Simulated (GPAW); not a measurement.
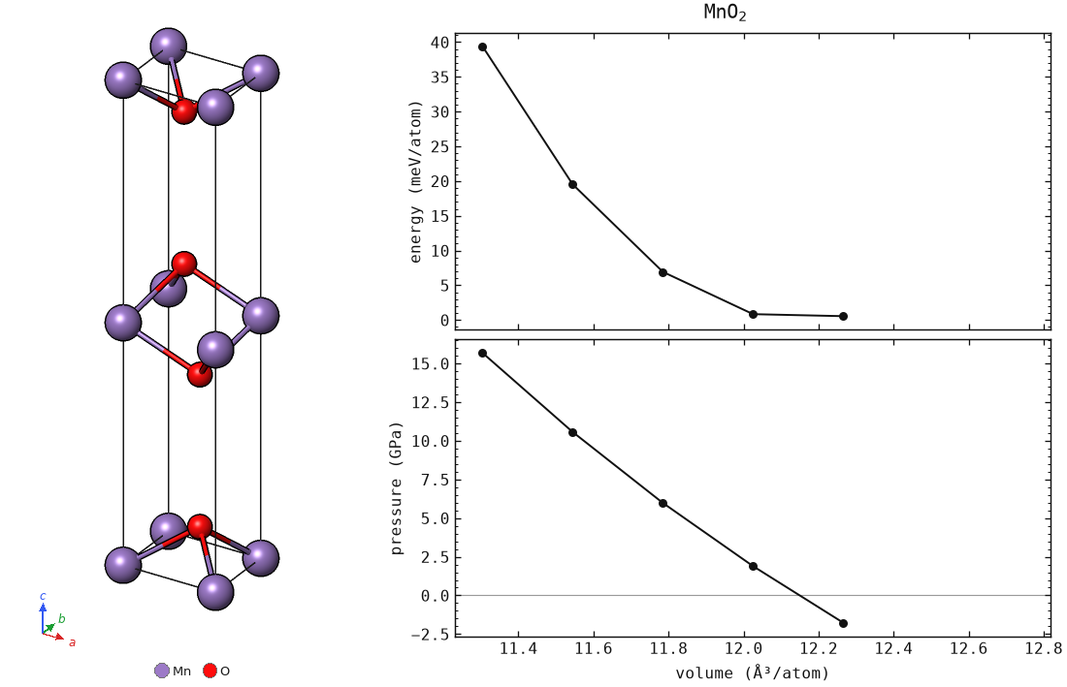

The plot gives the computed energy and pressure against volume for MnO₂, space group P6_3/mmc (No. 194). The conventional cell is drawn beside the plot.

The given structure:
```
CELL_PARAMETERS angstrom
2.85496 0.00000 0.00000
-1.42748 2.47246 0.00000
0.00000 0.00000 10.22174
ATOMIC_POSITIONS crystal
Mn 0.00000 0.00000 0.50000
Mn 0.00000 0.00000 0.00000
O 0.66667 0.33333 0.40686
O 0.66667 0.33333 0.09314
O 0.33333 0.66667 0.59314
O 0.33333 0.66667 0.90686
```

How it was computed, with GPAW 26.7.0: PAW DFT in plane waves, on a grid or in atomic orbitals, collinear spins; energies at scaled volumes of the given cell, shape and fractions fixed, counted from the fit's minimum, third-order Birch-Murnaghan fit. Level: r2SCAN, collinear spin.

- k mesh: 7×7×2
- occupations: Fermi–Dirac
- smearing width: 0.05 eV
- potentials: GPAW PAW data sets (gpaw data 1.2.1)
- wave cutoff: 800 eV
- program settings: basis pw

The points at volume 12.51 Å³/atom and 12.75 Å³/atom are left out of the plot. What values does the calculation give there?

```tsv
volume (Å³/atom)	energy (meV/atom)	pressure (GPa)
12.51	5.46	-5.04
12.75	15.03	-7.96
```

Keep in mind: shape and atomic fractions are frozen while scaling, which makes layered, chain and framework solids too stiff.
